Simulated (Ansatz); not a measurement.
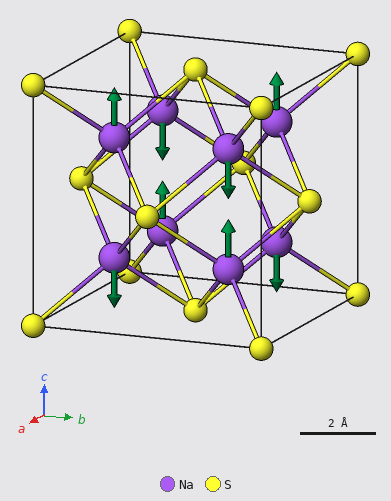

Phonons of crystalline Na2S relaxed at −1 GPa, space group Fm-3m (No. 225), at the zone centre. The optical levels lie at 174 (×3), 182 (×3) cm⁻¹. One mode is drawn. The green arrows give the relative displacements of the atoms. A ball-and-stick model of the conventional cell (4 times the calculation's cell), seen slightly off an axis. Lengths and directions refer to the drawn axes.

Level of theory: DFT PBE, scalar-relativistic, plane waves, PAW (Ansatz 0.2.0). Set-up: plane-wave cutoff 420 eV; k-point mesh 8 × 8 × 8; occupations fixed; target pressure -1 GPa; no spin polarisation.

Frequencies are those without the non-analytic (LO–TO) term.

Which of these frequencies is the drawn mode's?

The level at 174 cm⁻¹. This is the T₂g mode (triply degenerate; one member of the set is drawn), the lowest optical level, Raman-active by symmetry. The S atoms stay at rest; all motion is along c; atoms of one kind move against one another, with no net shift of their sublattice.
